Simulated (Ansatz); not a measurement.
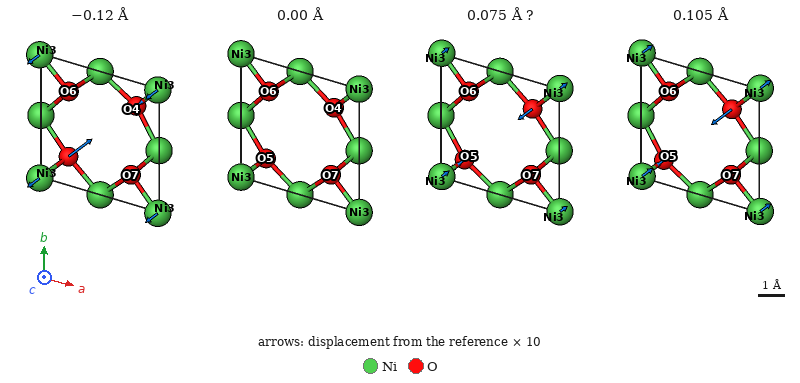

Energy scan for crystalline Ni3O4 (Cmmm), in which a normal mode at the zone centre is frozen in with the cell fixed, the amplitude being the largest displacement of an atom. Style: ball-and-stick. Shown: the cell of the calculation, along the c axis. Blue arrows: displacements from the reference.

Method: DFT PBEsol, scalar-relativistic, plane waves, PAW in Ansatz 0.2.0. (plane-wave cutoff 420 eV; k-point mesh 8 × 8 × 14; occupations gaussian; smearing width 0.15 eV; no spin polarisation). Energies (free energies at the smearing named) are counted from the relaxed crystal.

```
largest displacement (Å)  ΔE (meV/cell)
                  −0.120            424
                  −0.060            108
                   0.000              0
                   0.015              7
                   0.030             27
                   0.045             61
                   0.075              ?
                   0.090            241
                   0.105            326
```

> Fill in the missing row.

A straight line between the two neighbours gives 181 meV/cell. A cubic through the four nearest rows (0.030, 0.045, 0.090, 0.105) gives, with Lagrange weights, (−0.2000)(27) + (0.5000)(61) + (1.0000)(241) + (−0.3000)(326) = 168 meV/cell. The calculation gives 168 meV/cell, so the cubic is right to the digits shown and the straight line 13 meV/cell too high, as the curve bends upwards here.

The whole profile:

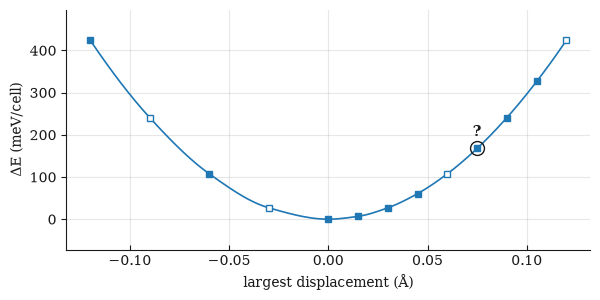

Limits of the set-up: an element that often carries a moment was run without spin polarisation.
